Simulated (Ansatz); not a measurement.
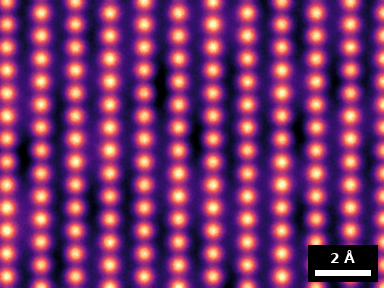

Dark-field STEM-like image of Co (Fm-3m, No. 225). The image is simulated as a sum over atoms of Z^1.8, blurred by a 0.50 Å probe (no channelling). The display is stretched by a gamma of 0.8; percentages refer to the linear signal. Shot noise and the speckle of an amorphous layer were added. Model: the geometry relaxed with DFT, revPBE, plane waves (420 eV) with PAW, scalar-relativistic in Ansatz; the starting structure was generated, so it need not be a known form of this composition.

```
Co
1.0
     3.54492    0.00000    0.00000
     0.00000    3.54492    0.00000
     0.00000    0.00000    3.54492
Co
4
Cartesian
  0.0000 0.0000 0.0000
  0.0000 1.7725 1.7725
  1.7725 0.0000 1.7725
  1.7725 1.7725 0.0000
```

Q: Along which zone axis is the crystal seen: [110], [111], [221] or [210]? (Directions equivalent by symmetry count as one.)

A: [221]. The projected cells are 2.17 × 2.17 Å, 109° for [110]; 1.45 × 1.45 Å, 120° for [111]; 0.84 × 1.32 Å, 108° for [221]; 0.79 × 1.77 Å, 90° for [210], and the image repeats as the [221] one does.
